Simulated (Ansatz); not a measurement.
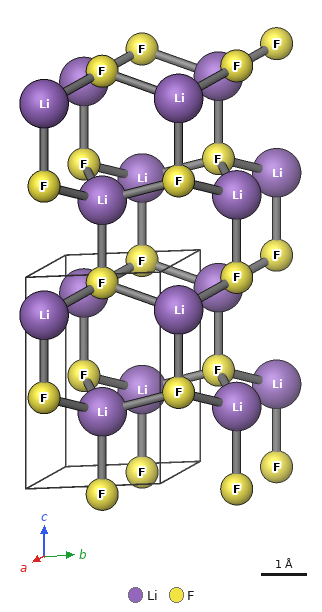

This is crystalline LiF (built on the database structure type) at its r2SCAN-relaxed geometry. Style: ball-and-stick. Shown: the cell of the calculation, repeated 2 × 2 × 2 with one cell outlined, slightly off an axis.

Method: Ansatz, DFT, r2SCAN, plane waves, PAW. Settings: plane-wave cutoff 500 eV; k-point mesh 12 × 12 × 6; occupations fixed; no spin polarisation.

The variant: The cell is strained by +0.7 % along [1 2 0] and none across it (volume +0.7 %). The atoms were relaxed with r2SCAN under that strain, and this is a single point on that geometry.

Q: Predict the response.

A: The energy changes by less than 1 meV per atom. Pressure: 0.0 GPa before, −0.4 GPa after. The principal stresses (compression positive) are −0.5 GPa along [1 2 0] and −0.3 GPa across it. The forces stay under 0.01 eV/Å. Among the bonded contacts that change: F–Li 1.858 → 1.860 to 1.869 Å. The space group (tolerance 0.01 Å) goes from P6_3mc (No. 186) to Cmc2_1 (No. 36).
